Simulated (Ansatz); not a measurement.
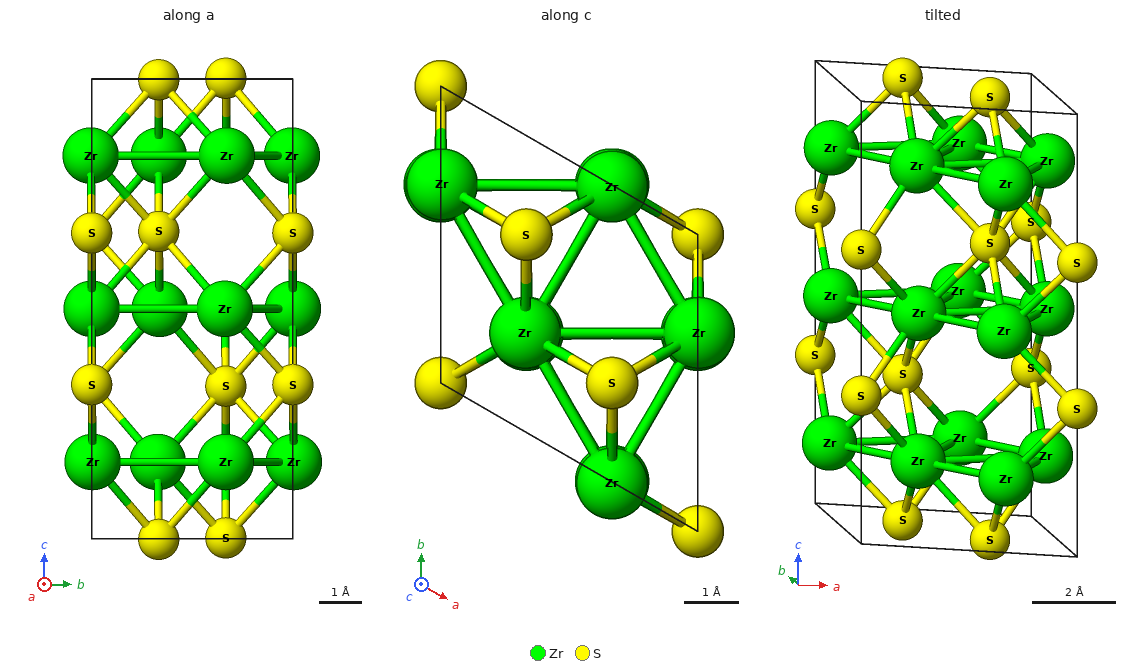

Structure drawing (ball-and-stick), viewed along the a axis, along the c axis and slightly off an axis. The edges of the conventional unit cell are marked. Cell: a = 5.550 Å, b = 5.550 Å, c = 10.980 Å, α = 90.00°, β = 90.00°, γ = 120.00°.

Caption:

- The structure is one of Zr$_{3}$S$_{2}$.
- Space group R32 (No. 155), lattice rhombohedral (trigonal R).
- Atoms per cell: 15 (9 Zr, 6 S).
- With all contacts inside bonding distance counted, the coordination numbers are Zr 10 and S 6. Not all metal-metal contacts are counted.

The initial geometry was a structure listed in the Materials Project. The cell was then strained or its atoms displaced on purpose. A calculation with Ansatz used it as input.
